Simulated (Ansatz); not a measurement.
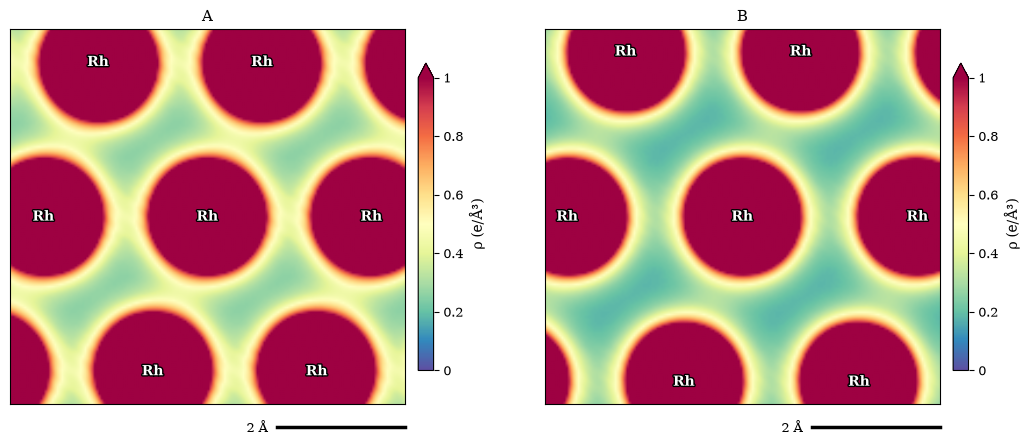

Rh. The valence electron density of two cells that differ in size, on the (011̄) plane of each (indices in the axes of the calculation cell), at one length scale and on one colour scale; one has 13.0 and the other 15.8 Å³ an atom.

Computed with DFT, r2SCAN, plane waves (500 eV) with PAW, scalar-relativistic in Ansatz.

### Which is the denser cell? Describe the effect of the change.

Panel A is the smaller cell, by 18 % in volume. From the larger cell to the smaller, Rh–Rh goes from 2.74 to 2.57 Å, and the density at its midpoint from 0.31 to 0.45 e/Å³; the pressure goes from −21 to 26 GPa.
